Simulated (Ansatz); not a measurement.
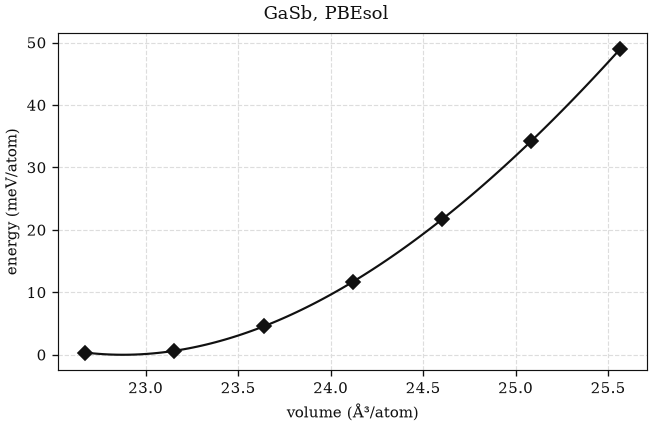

Plotted: energy against volume for GaSb, space group I-4m2 (No. 119).

Starting cell:
```
Sb Ga
1.0
    -2.75343    2.75343    1.59071
     2.75343   -2.75343    1.59071
     2.75343    2.75343   -1.59071
Sb Ga
1 1
Direct
  0.00000 0.00000 0.00000
  0.75000 0.25000 0.50000
```

How it was computed, with Ansatz 0.2.0: all-electron LAPW DFT, no spin polarisation; energies at scaled volumes of the given cell, shape and fractions fixed, counted from the fit's minimum, third-order Birch-Murnaghan fit. Level: PBEsol.

- k mesh: 10×10×10
- occupations: Fermi–Dirac
- smearing width: 0.05 eV
- potentials: all electron LAPW, scalar relativistic
- program settings: basis error eV/atom 0.001

From this curve and the settings, what does the calculation give for the pressure at the same points?

The pressure falls from 0.56 GPa at volume 22.67 Å³/atom to −5.25 GPa at 25.57 Å³/atom, and changes sign near 22.88 Å³/atom.

| volume (Å³/atom) | pressure (GPa) |
| --- | --- |
| 22.67 | 0.56 |
| 23.15 | −0.72 |
| 23.64 | −1.85 |
| 24.12 | −2.86 |
| 24.60 | −3.76 |
| 25.08 | −4.55 |
| 25.57 | −5.25 |

Keep in mind: shape and atomic fractions are frozen while scaling, which makes layered, chain and framework solids too stiff.
